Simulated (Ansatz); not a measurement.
Input of the run:

```
crystal:
  lattice:
    - [0.0, 1.982631, 1.982631]
    - [1.982631, 0.0, 1.982631]
    - [1.982631, 1.982631, 0.0]
  atoms:
    - { symbol: Pt, position: [0.0, 0.0, 0.0] }
  symmetry: { tolerance: 0.0003 }
kpoints:
  mp_grid: { grid: [14, 14, 14], shift: [0, 0, 0] }
  band_path:
    path:
      - [0.0, 0.0, 0.0]
      - [0.5, 0.0, 0.5]
      - [0.625, 0.25, 0.625]
      - [0.375, 0.375, 0.75]
      - [0.0, 0.0, 0.0]
      - [0.5, 0.5, 0.5]
      - [0.5, 0.25, 0.75]
      - [0.5, 0.0, 0.5]
    npoints: 10
magnetization:
  noncollinear: true
  spin_orbit: true
scf:
  occupations: { method: fermi_dirac }
  lower_state_search: "off"
  max_iter: 200
hamiltonian:
  pseudopotentials: { kind: paw_fr }
  xc: pbe
basis:
  ecutwfc: 420
  fft_grid_basis: typed
output:
  forces: true
  stress: true
  eigenvalues: true
  bader: true
  populations: true
  elf: true
  write_potential: true
  volumetric_format: npy
  dos:
    e_range: [-12, 8]
    de: 0.05
    projected: { site_lists: { Pt: [Pt] } }
    method: { smearing: { sigma: 0.1, scheme: gaussian } }
checkpoint:
  read: saved_state
```

Run as:
```bash
ansatz run input.yaml --threads 2 --pin off --max-ram 5120MiB --backend cpu --events-out ev --progress --plain --runs-dir out
```

Predict the main features of the band structure and density of states. The path is Γ–X–U–K–Γ–L–W–X.

A metal: bands cross the Fermi level along this path. The density of states at the Fermi level isn't well fixed here: it changes fast, and within 0.3 eV it runs from 0.79 to 2.4 per eV and cell. By projected weight, the states within 0.3 eV of the Fermi level are Pt 5d almost alone.

The structure was built from a prototype or by substitution, so it need not be a known phase.

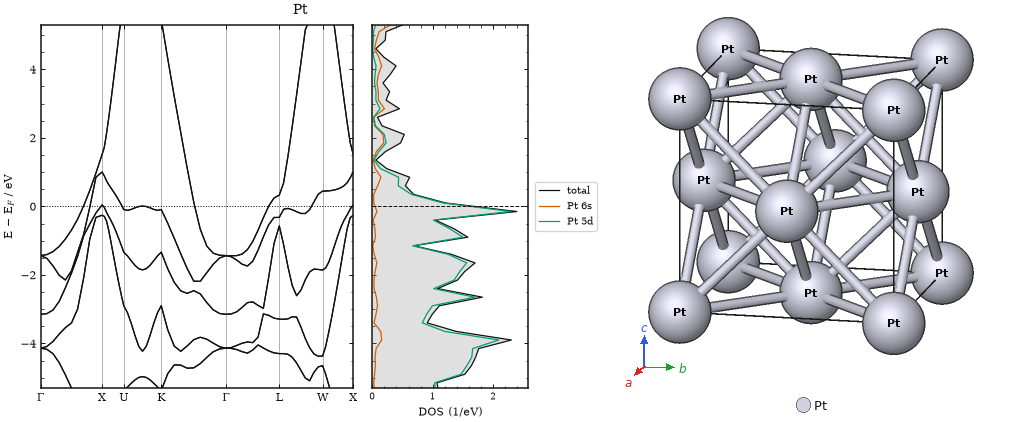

Band structure and density of states, beside the structure. Energies are counted from the Fermi level. The path runs straight from each named point to the next. The partial curves are projected on Löwdin-orthogonalised atomic shells.
